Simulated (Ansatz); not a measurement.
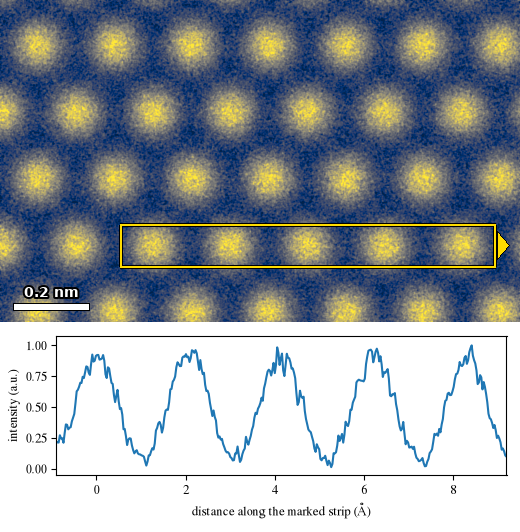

Integrated-DPC-like image of Si (Pm-3m, No. 221) along [111]. Simulated as the projected potential of neutral atoms (B = 0.5 Å²) blurred by a 1.12 Å probe, the thin-sample limit of integrated differential phase contrast. Shot noise was added. Atomic positions: the input geometry of an electronic-structure calculation (not necessarily at equilibrium); the starting structure was generated, so it need not be a known form of this composition.

```xyz
1
Lattice="2.5418 0.0000 0.0000 0.0000 2.5418 0.0000 0.0000 0.0000 2.5418" Properties=species:S:1:pos:R:3 pbc="T T T"
Si    0.0000    0.0000    0.0000
```

The curve is the intensity along the marked strip, in the direction of its arrowhead, with zero distance at the first column. Brightness is counted from the darkest point of the image.

Question: Assign the peaks of the line profile.

Answer:
```tsv
position (Å)	atoms per repeat along the beam	height (% of the highest)
0.0	1 Si	100
2.1	1 Si	100
4.2	1 Si	100
6.2	1 Si	100
8.3	1 Si	100
```
